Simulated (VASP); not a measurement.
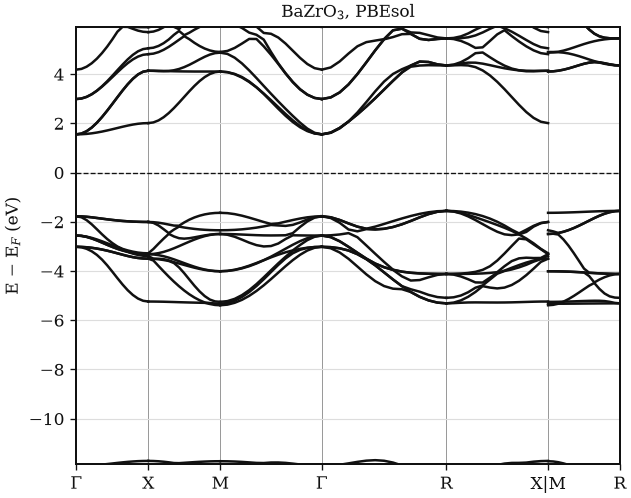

Band structure. Energies are counted from the Fermi level, put mid-gap where there is a gap.

Q: Which Bravais lattice do the labels of the path belong to?

A: A simple cubic lattice: the path Γ–X–M–Γ–R–X|M–R runs through the special points of its Brillouin zone.

System: cubic perovskite-type BaZrO3, space group Pm-3m (No. 221), 5 atoms in the cell.

```cif
data_structure
_symmetry_space_group_name_H-M 'P 1'
_symmetry_Int_Tables_number 1
_cell_length_a 4.1894
_cell_length_b 4.1894
_cell_length_c 4.1894
_cell_angle_alpha 90.000
_cell_angle_beta 90.000
_cell_angle_gamma 90.000
_cell_volume 73.53
loop_
_atom_site_label
_atom_site_type_symbol
_atom_site_fract_x
_atom_site_fract_y
_atom_site_fract_z
_atom_site_occupancy
Ba1 Ba 0.00000 0.00000 0.00000 1
Zr1 Zr 0.50000 0.50000 0.50000 1
O1 O 0.50000 0.50000 0.00000 1
O2 O 0.00000 0.50000 0.50000 1
O3 O 0.50000 0.00000 0.50000 1
```

Computed with VASP: PBEsol, VASP PAW PBE potentials, release 64 (Ba_sv, Zr_sv, O), no spin polarisation, no spin-orbit coupling, 6×6×6 k mesh, 520 eV cutoff.

Q: Is there a gap? Give its size, its kind and where the band edges lie.

A: A wide-gap semiconductor or insulator. The gap along this path is 3.11 eV and indirect, from the valence-band top at R to the conduction-band bottom at Γ; the smallest direct gap is 3.33 eV, at Γ. At M the top valence band lies only 0.08 eV lower.

Q: What are the direct gaps at Γ, M and R?

A: The direct gaps are 3.33 eV at Γ, 5.74 eV at M and 5.91 eV at R.

Q: How much do the top valence band and the lowest conduction band disperse along the path?

A: The top valence band spans 0.9 eV and the lowest conduction band 2.9 eV.

Q: How many bands meet at the valence-band top?

A: Three bands meet at the valence-band top at R: it is triply degenerate (spin aside).

The PAW data sets were made with another functional. LDA, GGA and most meta-GGA functionals understate gaps. The cell was built by a generator and needn't be a form met in nature. The cell was built from a pattern and not relaxed, so its bond lengths can be off.
